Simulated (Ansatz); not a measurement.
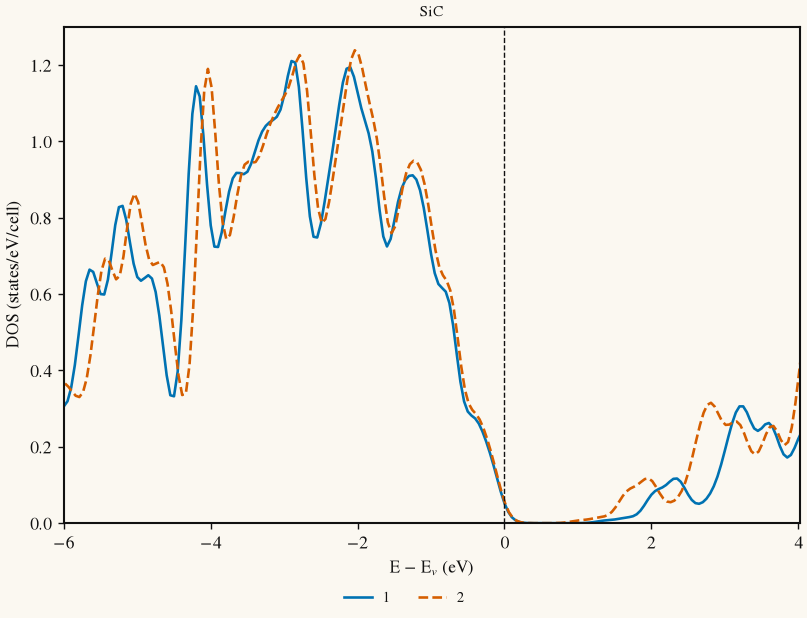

Total densities of states of SiC, space group I-4m2, 2 atoms in the cell, uniaxial (x) strain −2.9%, by two methods on the same cell. The curves are built from the levels of the k mesh with Gaussians 0.3 eV wide, which also blur the band edges. Each is counted from its own valence-band top.

> Which curve is which? The methods: r2SCAN, PBE.

1 is r2SCAN; 2 is PBE. r2SCAN gives a gap of 1.37 eV and PBE gives a gap of 1.02 eV.

Settings. r2SCAN: DFT, r2SCAN, plane waves, PAW, no spin polarisation, 10×10×10 k mesh, 500 eV cutoff (Ansatz). PBE: DFT, PBE, plane waves, PAW, no spin polarisation, 10×10×10 k mesh, 420 eV cutoff (Ansatz 0.2.0).
